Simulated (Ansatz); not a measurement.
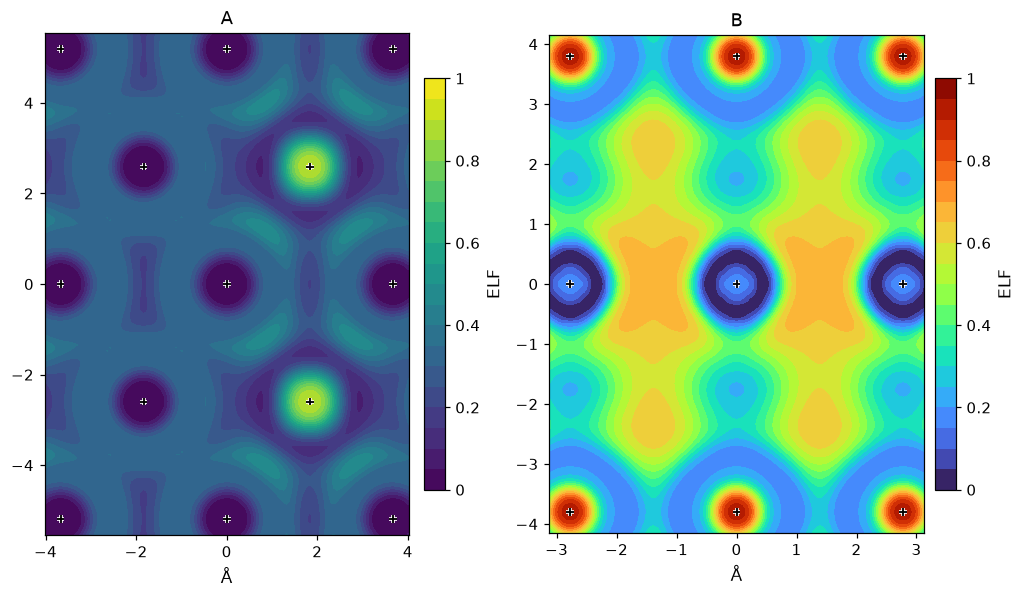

The ELF of 2 systems, each on a plane through atoms (crosses mark nuclei in the plane).

Computed with DFT r2SCAN, scalar-relativistic, plane waves, PAW (Ansatz 0.2.0).

System 1: MnSn₃, the (101) plane of the conventional cell. Space group Fm-3m; started from the BiF3 (D0_3) prototype, which need not be the ambient phase; computed pressure about −8 GPa in this cell; computed without spin polarisation.

```yaml
crystal:
  lattice:
    - [7.33689, 0.00000, 0.00000]
    - [0.00000, 7.33689, 0.00000]
    - [0.00000, 0.00000, 7.33689]
  atoms:
    - { symbol: Sn, position: [0.25000, 0.25000, 0.25000] }
    - { symbol: Sn, position: [0.75000, 0.75000, 0.25000] }
    - { symbol: Sn, position: [0.75000, 0.25000, 0.75000] }
    - { symbol: Sn, position: [0.25000, 0.75000, 0.75000] }
    - { symbol: Sn, position: [0.75000, 0.25000, 0.25000] }
    - { symbol: Sn, position: [0.25000, 0.75000, 0.25000] }
    - { symbol: Sn, position: [0.25000, 0.25000, 0.75000] }
    - { symbol: Sn, position: [0.75000, 0.75000, 0.75000] }
    - { symbol: Sn, position: [0.50000, 0.00000, 0.00000] }
    - { symbol: Sn, position: [0.00000, 0.50000, 0.00000] }
    - { symbol: Sn, position: [0.00000, 0.00000, 0.50000] }
    - { symbol: Sn, position: [0.50000, 0.50000, 0.50000] }
    - { symbol: Mn, position: [0.00000, 0.00000, 0.00000] }
    - { symbol: Mn, position: [0.50000, 0.50000, 0.00000] }
    - { symbol: Mn, position: [0.50000, 0.00000, 0.50000] }
    - { symbol: Mn, position: [0.00000, 0.50000, 0.50000] }
```

System 2: Al₃Cu, the (100) plane of the conventional cell. Space group P4/mmm; a structure from a database of computed crystals, not necessarily the ambient phase; computed without spin polarisation.

Which map belongs to which system?

Answer. Panel A is system 1, MnSn₃: the plane holds Sn and Mn. Mn–Sn (3.18 Å): the ELF is about 0.45 at the midpoint. Panel B is system 2, Al₃Cu: the plane holds Al and Cu. Al–Al (2.77 Å): the ELF peaks at about 0.65 between the atoms.
